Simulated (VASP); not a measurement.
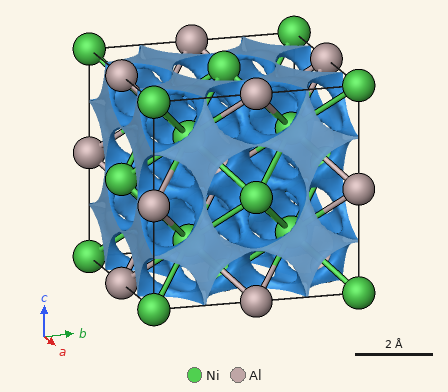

The blue surface encloses the points that the centre of a probe sphere of radius 0.10 Å can occupy in AlNi₃ (Fm-3m), computed on a grid of about 0.16 Å (1×1×1 cells shown, view slightly off an axis; pale faces close the region where the box cuts it).

Atoms are hard spheres with covalent radii (Cordero): Ni 1.24 Å, Al 1.21 Å.

The cell is taken from a cell listed in the Materials Project, as set up for an electronic-structure calculation.

```xyz
16
Lattice="5.6038 0.0000 0.0000 0.0000 5.6038 0.0000 0.0000 0.0000 5.6038" Properties=species:S:1:pos:R:3 pbc="T T T"
Ni    1.4009    1.4009    4.2028
Ni    0.0000    0.0000    0.0000
Ni    1.4009    4.2028    4.2028
Al    2.8019    0.0000    0.0000
Ni    1.4009    4.2028    1.4009
Ni    0.0000    2.8019    2.8019
Ni    1.4009    1.4009    1.4009
Al    2.8019    2.8019    2.8019
Ni    4.2028    1.4009    1.4009
Ni    2.8019    0.0000    2.8019
Ni    4.2028    4.2028    1.4009
Al    0.0000    0.0000    2.8019
Ni    4.2028    4.2028    4.2028
Ni    2.8019    2.8019    0.0000
Ni    4.2028    1.4009    4.2028
Al    0.0000    2.8019    0.0000
```

> Is the space open to the probe made of pockets or channels?

Where they connect, they form a three-dimensional network.

> What share of the cell can the probe's centre reach?

About 14 % of the volume (25 Å³ of 176.0 Å³).

> Give the largest included and the largest free sphere.

The largest sphere that fits anywhere has a diameter of 0.67 Å; the largest that can travel through the crystal, about 0.5 Å.

> How does the connectivity change as the probe shrinks?

Below a radius of about 0.26 Å the space forms a three-dimensional network. These are grid estimates, good to about 0.05 Å.
